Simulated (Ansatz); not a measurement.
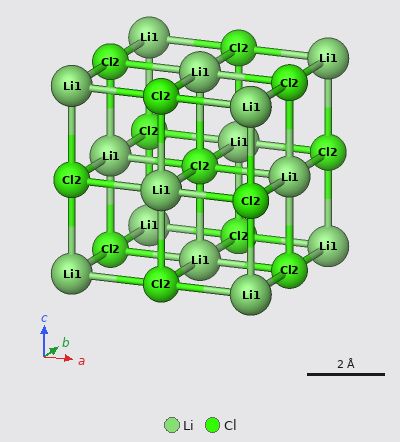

*The structure as given in the input (ball-and-stick view of the cell 4 times as large as that of the calculation, set on its symmetry axes, seen slightly off an axis; atoms are numbered from 1 in the order of the input). An atom can appear more than once, as a periodic image.*

Near neighbours in the periodic cell (some may lie outside the picture): Li has 6 Cl at 2.56 Å; Cl has 6 Li at 2.56 Å.

**Single-point calculation, with input and output: LiCl**

The run: single-point calculation of LiCl (2 atoms in the cell). Method and program: DFT PBE, scalar-relativistic, plane waves, PAW, no spin polarisation (Ansatz 0.2.0).

The structure derives from an entry of the Crystallography Open Database. Figures and captions count atoms from 1; the log counts them from 0 in places.

**Log**
```
Engine: ansatz 0.2.0, aarch64-unknown-linux-gnu
Pseudopotentials: kind: paw
Pseudopotential: Li, paw, valence charge 3, recommended cutoff 420 eV (normal), Li.paw.azcp
Pseudopotential: Cl, paw, valence charge 7, recommended cutoff 420 eV (normal), Cl.paw.azcp
Functional definition: PBE
  parameter kappa = 0.804
  parameter beta = 0.06672455060314922
  exchange = pbe_x(kappa = kappa, mu = beta*pi^2/3)
  correlation = pbe_c(beta = beta)
Crystal: 2 atoms, lattice volume = 33.742 Å³
Basis set: ecut = 420 eV, 645 PW (Γ), exchange–correlation on 50×50×50 points (8 copies of the dense FFT grid, shifted against one another)
Bands: 9, of which v1, the nominal top of the filled ones, is band 5 counted from 1 (4 counted from 0)
Symmetry: 48 space group operations
Space group: Fm-3m (ITA 225), of the structure as read, at distance tolerance 3.2e-5 Å
k-points: 29 of 512
Non-local potential: Li, projectors of the file, l = 0: 3, l = 1: 2, l = 2: 1
Non-local potential: Cl, projectors of the file, l = 0: 2, l = 1: 2, l = 2: 2
PAW form: soft (Blöchl's): semilocal exchange-correlation on the pseudo side does not see the compensation charge
PAW one-centre angular grid: Li, 110 points (default); XC on 64 Gauss nodes
PAW one-centre angular grid: Cl, 110 points (default); XC on 64 Gauss nodes
Initial density: superposition of atomic densities (neutral atoms: chi_scale 0, normalization atom), corrected by the library's trained network
Initial wavefunctions: pseudopotential atomic-orbital guess
Functional: x = pbe(κ = 0.804, μ = 0.2195149727645171), c = pbe(β = 0.06672455060314922)
SCF iter   1: F=—  HF=-1287.833547 eV  |F-HF|=—  |Δ(HF+E_count)|=         —  Δρ=2.75e-4  dr2=2.68e-5  ethr=1.77e-3  ⟨swp⟩=6.7  Hψ=1864  notcnv=0
preconditioner: auto → none  [insulator: Δε(μ)=6.333 eV  Ē_g=14.122 eV  σ=0.050 eV  W_gap=1.00  n_scr=8 (ndim 8)  ℏωp=18.1 eV  f_vac=0.000  D(μ)=0.00/eV (n_scr^D=0)  ε∞_Penn≈2.6]
SCF iter   2: F=—  HF=-1287.833413 eV  |F-HF|=—  |Δ(HF+E_count)|=   1.34e-4  Δρ=2.83e-4  dr2=4.11e-5  ethr=2.68e-7  ⟨swp⟩=2.9  Hψ=675  notcnv=0
SCF iter   3: F=—  HF=-1287.833395 eV  |F-HF|=—  |Δ(HF+E_count)|=   1.79e-5  Δρ=1.36e-4  dr2=8.96e-6  ethr=2.68e-7  ⟨swp⟩=2.4  Hψ=362  notcnv=0
SCF iter   4: F=—  HF=-1287.833389 eV  |F-HF|=—  |Δ(HF+E_count)|=   6.08e-6  Δρ=6.64e-5  dr2=2.06e-6  ethr=8.96e-8  ⟨swp⟩=2.0  Hψ=377  notcnv=0
SCF iter   5: F=—  HF=-1287.833389 eV  |F-HF|=—  |Δ(HF+E_count)|=   6.44e-7  Δρ=2.55e-5  dr2=3.18e-7  ethr=2.06e-8  ⟨swp⟩=2.0  Hψ=351  notcnv=0
SCF iter   6: F=-1287.833388 eV  HF=-1287.833388 eV  |F-HF|=1.79e-8  |Δ(HF+E_count)|=   1.04e-7  Δρ=6.99e-6  dr2=2.50e-8  ethr=1.00e-9  ⟨swp⟩=5.2  Hψ=1304  notcnv=0
SCF 1 converged in 6 iterations: F = -1287.833388 eV  dr2 = 2.50e-8
  greatest PAW one-centre occupation: 1.000 electrons in one spin orbital (limit 2), on the Li atom at site 0 (counted from 0), in its partial waves of l = 0
SCF converged after 6 iterations
Free energy (F): -1287.833388 eV
Harris-Foulkes:  -1287.833388 eV  (|F-HF|=1.79e-8)
Internal energy: -1287.833388 eV  (E = F + TS)
E sigma→0 (E₀):  -1287.833388 eV
Fermi energy:    4.869096 eV
--- Per-component energies (eV) ---
  E_band       = -103.241013
  E_kinetic    = 183.765249
  E_local      = -324.947736  (includes V_loc(G=0)·N_el)
  E_nonlocal   = -4.737332
  E_hartree    = 94.681685
  E_xc         = -118.676533
  E_vxc        = -136.936632  (∫ρ·V_xc dr)
  E_paw        = -680.427899  (= ΣΔE_a)
  E_vpaw       = -9.745880  (= ΣTr[D̂ρ^β])
  E_aug_tail   = 0.000088  (compensation charges beyond the density's cutoff)
  E_ewald      = -437.490911
  E_smearing   = -0.000000  (= −TS)
  E_closure    = -0.000000  (closes the sum)
  Σ components = -1287.833388   (vs F -1287.833388, Δ=0.00e0)
--- Forces (eV/Å), atoms counted from 1 ---
  atom   1  Li    -0.00000000     0.00000000     0.00000000
  atom   2  Cl     0.00000000    -0.00000000    -0.00000000
  max |Σ_I F_I| component: 7.64e-30 eV/Å
--- Stress (GPa, compression-positive) ---
        0.397843      -0.000000       0.000000
        0.000000       0.397843      -0.000000
        0.000000       0.000000       0.397843
  P = ⅓ Tr σ = 0.3978 GPa (3.978 kbar)
--- Band table (eV; the first three rows and the last of 29) ---
  k-point 0: bands = ["-41.7995", "-11.6926", "1.7047", "1.7047", "1.7047", "8.0330", "13.4958", "13.4958", "13.4958"]
  k-point 1: bands = ["-41.7991", "-11.6171", "1.1784", "1.6637", "1.6637", "8.4951", "12.7625", "13.4207", "13.4207"]
  k-point 2: bands = ["-41.7982", "-11.4247", "0.1244", "1.5700", "1.5700", "8.9179", "12.3154", "12.3154", "12.6314"]
  k-point 28: bands = ["-41.7959", "-10.8877", "-0.4131", "-0.4131", "0.6446", "11.1869", "11.8064", "12.0906", "12.0906"]
```

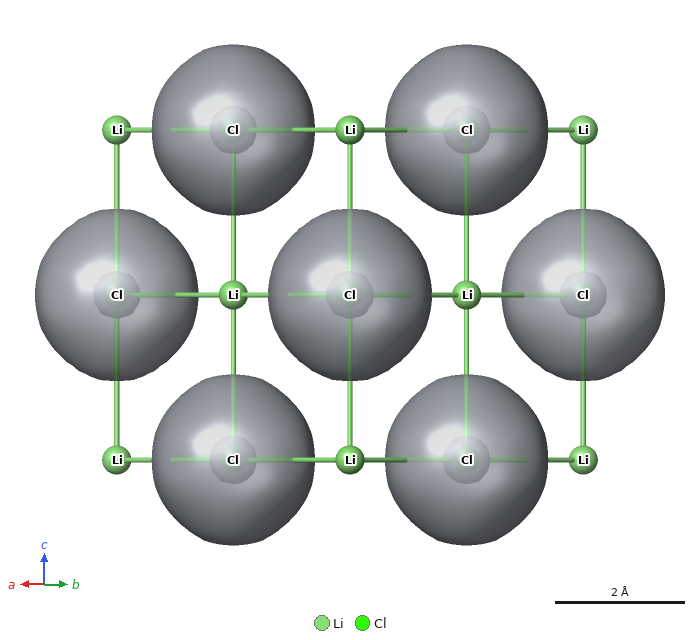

*Isosurface of the ELF at 0.65 (grey), seen along [110]. Core shells and regions of very low density are left out. Sticks mark near contacts. The outline is the cell set on symmetry axes.*

Values along the shortest contacts: In a PAW calculation such maps are meaningful between the atoms, not at the nuclei.

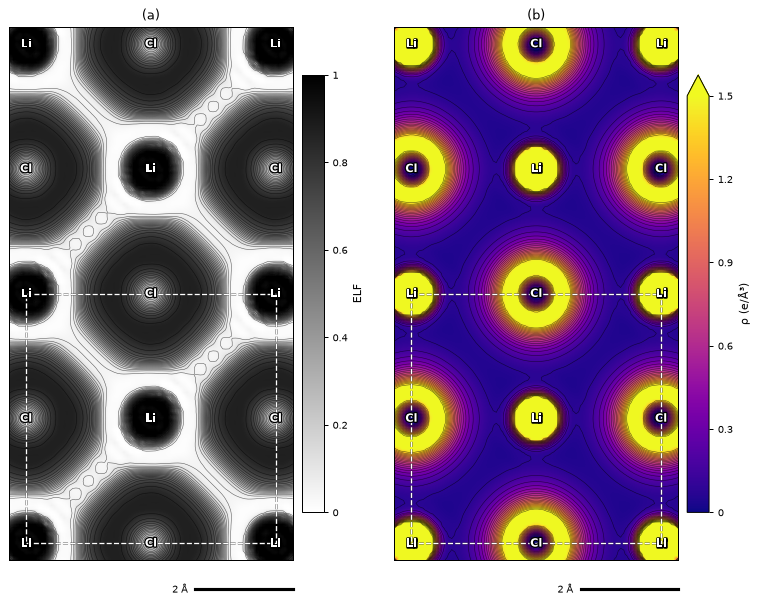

*(a) ELF; (b) valence electron density on the (001) plane of the conventional cell.*

The section cuts through Li and Cl sites. Li–Cl (2.56 Å): ρ at the midpoint is about 0.22 e/Å³; the ELF is about 0.75 at the midpoint, which marks a largely ionic contact. Away from the nuclei the density in this plane falls to 0.04 e/Å³ at its lowest. The strong features right at Li lie inside the PAW spheres (semicore, d or f shells) and say nothing about bonding.

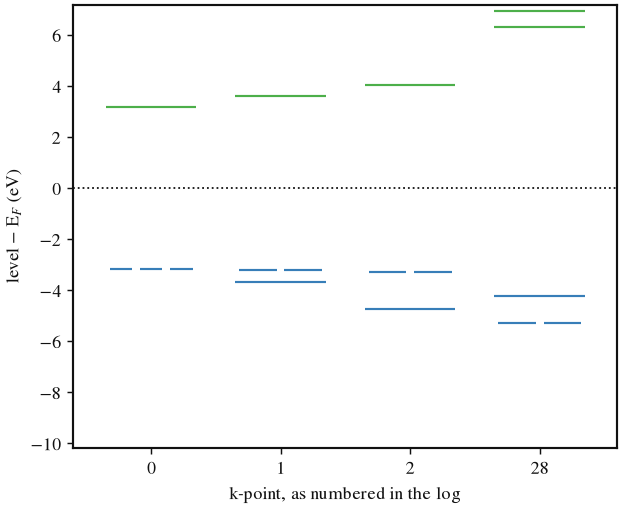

*Kohn–Sham levels near the Fermi level (dotted) at the few k-points that the log prints; levels within 0.02 eV of each other stand side by side.*

Among these points the highest filled and lowest empty levels are 6.33 eV apart, which is the gap on the mesh.

The run was set up as follows.

**Input**
```yaml
crystal:
  lattice:
    - [0.0, 2.56476, 2.56476]
    - [2.56476, 0.0, 2.56476]
    - [2.56476, 2.56476, 0.0]
  atoms:
    - { symbol: Li, position: [0.0, 0.0, 0.0] }
    - { symbol: Cl, position: [0.5, 0.5, 0.5] }
basis:
  ecutwfc: 420
kpoints:
  mp_grid: { grid: [8, 8, 8] }
hamiltonian:
  xc: pbe
scf:
  occupations: { method: gaussian, width: 0.05 }
output:
  forces: true
  stress: true
  eigenvalues: true
  write_density: true
  write_potential: true
  elf: true
  volumetric_format: npy
```

Run as:
```bash
ansatz run input.yaml --threads 1 --pin off --max-ram 2560MiB --backend cpu --events-out ev --progress --plain --runs-dir out
```

**Results in brief**

- outcome: converged
- space group (tolerance 0.01 Å): Fm-3m (225)
- electrons treated: 10
- free energy: −1287.8334 eV
- Fermi energy: 4.869 eV
- gap on the k-point mesh: 6.33 eV
- pressure: 0.40 GPa
- largest force (length of the vector): under 0.001 eV/Å
- hardware: 1 thread of Arm Neoverse V2, 24 GiB of memory available, shared host
- wall time: 0.94 s
- peak memory: 0.24 GiB
